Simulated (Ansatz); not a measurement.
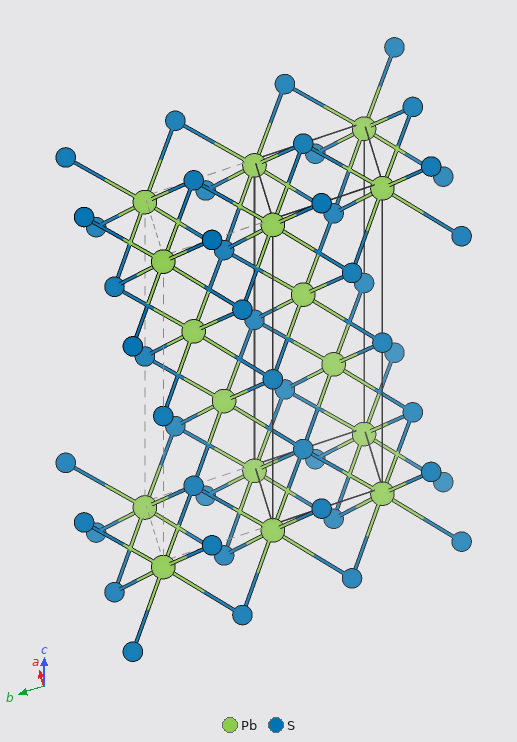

The image is a ball-and-stick drawing of a crystal, viewed from a general direction. The drawing covers 1×2×1 cells, and the solid lines enclose one conventional unit cell. Some neighbours outside the box are added. Cell: a = 4.424 Å, b = 4.424 Å, c = 10.842 Å, α = 90.00°, β = 90.00°, γ = 120.00°.

What can be read from this drawing?

The solid is PbS. It takes space group R3m (No. 160) on a rhombohedral (trigonal R) lattice. In the cell are 3 Pb, 3 S, which makes 3 formula units. Pb is linked to six S in an octahedral arrangement at about 3.1 to 3.2 Å. Each S atom is coordinated by six Pb in an octahedral arrangement at about 3.1 to 3.2 Å. The bonds build a three-dimensional framework.

The model was built from a structure listed in the Materials Project. The cell was then strained or its atoms displaced on purpose. A calculation with Ansatz used it as input.

At this level of theory the cell isn't at rest (stretched, at -5 GPa), so its distances can differ from those at equilibrium, the more so the softer the solid.
